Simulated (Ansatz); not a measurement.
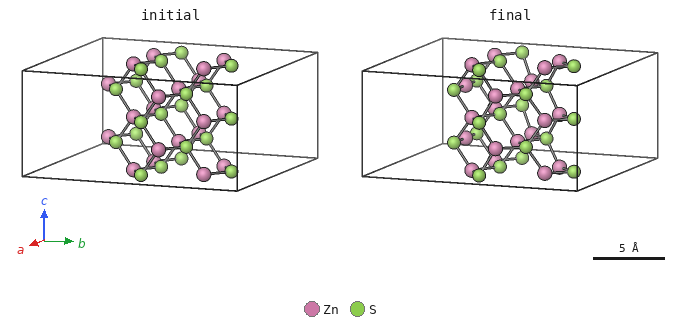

The structure of a wire of composition ZnS before (left) and after (right) a relaxation, at one scale.

The picture is a ball-and-stick view of the 2 repeat of the cell, with the vacuum cut short (origin shifted), seen slightly off an axis.

Case: wire along [1 1 0], 16 atoms a period.

The calculation used DFT PBEsol, scalar-relativistic, plane waves, PAW (Ansatz 0.2.0).

The input:
```yaml
crystal:
  lattice:
    - [16.6, 0.0, 0.0]
    - [0.0, 18.7, 0.0]
    - [0.0, 0.0, 3.7869388769]
  atoms:
    - { symbol: Zn, position: [0.5, 0.5357990663, 0.5], spin: 0.3 }
    - { symbol: Zn, position: [0.5, 0.2494065358, 0.5], spin: 0.3 }
    - { symbol: S, position: [0.5, 0.7505934642, 0.0], spin: 0.3 }
    - { symbol: S, position: [0.5, 0.4642009337, 0.0], spin: 0.3 }
    - { symbol: Zn, position: [0.614064424, 0.6789953315, 0.0], spin: 0.3 }
    - { symbol: Zn, position: [0.614064424, 0.3926028011, 0.0], spin: 0.3 }
    - { symbol: S, position: [0.385935576, 0.6073971989, 0.5], spin: 0.3 }
    - { symbol: S, position: [0.385935576, 0.3210046685, 0.5], spin: 0.3 }
    - { symbol: Zn, position: [0.385935576, 0.6789953315, 1.0], spin: 0.3 }
    - { symbol: Zn, position: [0.385935576, 0.3926028011, 1.0], spin: 0.3 }
    - { symbol: S, position: [0.614064424, 0.6073971989, 0.5], spin: 0.3 }
    - { symbol: S, position: [0.614064424, 0.3210046685, 0.5], spin: 0.3 }
    - { symbol: Zn, position: [0.271871152, 0.5357990663, 0.5], spin: 0.3 }
    - { symbol: Zn, position: [0.728128848, 0.5357990663, 0.5], spin: 0.3 }
    - { symbol: S, position: [0.271871152, 0.4642009337, 1.0], spin: 0.3 }
    - { symbol: S, position: [0.728128848, 0.4642009337, 0.0], spin: 0.3 }
basis:
  ecutwfc: 420
kpoints:
  mp_grid: { grid: [1, 1, 9] }
hamiltonian:
  xc: pbesol
scf:
  occupations: { method: gaussian, width: 0.05 }
  lower_state_search: "off"
output:
  forces: true
  stress: true
  eigenvalues: true
  populations: true
  write_density: true
  write_potential: true
  elf: true
  volumetric_format: npy
magnetization:
  spin_polarized: true
relax:
  adjacent_minimum: "off"
  f_tol: 0.02
  max_steps: 45
  cell: { fix: [a, b, alpha, beta, gamma], stress_tol: 0.03 }
```

Run as
```bash
ansatz run input.yaml --threads 4 --pin off --max-ram 11264MiB --backend cpu --events-out ev --progress --plain --runs-dir out
```

**What changed between the two?**

Zn2 moves most relative to the centre of the atoms: 1.30 Å. By element the largest moves are Zn 1.30 Å, S 0.25 Å. Along the periodic axis the drawn cell goes c 7.574 → 7.553 Å (−0.3 %). Among the contacts that change: Zn2–S12 2.319 → 2.130 Å, S4–Zn10 2.319 → 2.487 Å, S3–Zn5 2.319 → 2.160 Å, Zn13–S15 2.319 → 2.224 Å. Among the angles between lasting bonds that change: S8–Zn2–S12 109.5° → 179.4°, Zn5–S3–Zn9 109.5° → 79.5°, Zn2–S8–Zn10 109.5° → 90.1°. Over 8 accepted moves (10 points after the start) the energy falls by 3.786 eV per cell of the calculation. The largest force component goes from 2.2 to 0.019 eV/Å. The line search rejected the trial step at point 7 of the run. At 1 point the geometry stayed and the basis and grid were re-selected for the new cell (energy shift of 0.3 meV per cell of the calculation at most each time). The program noted that the starting moments weren't kept. The run may lie on a higher electronic state than the lowest, so the end point isn't shown to be the ground-state structure.
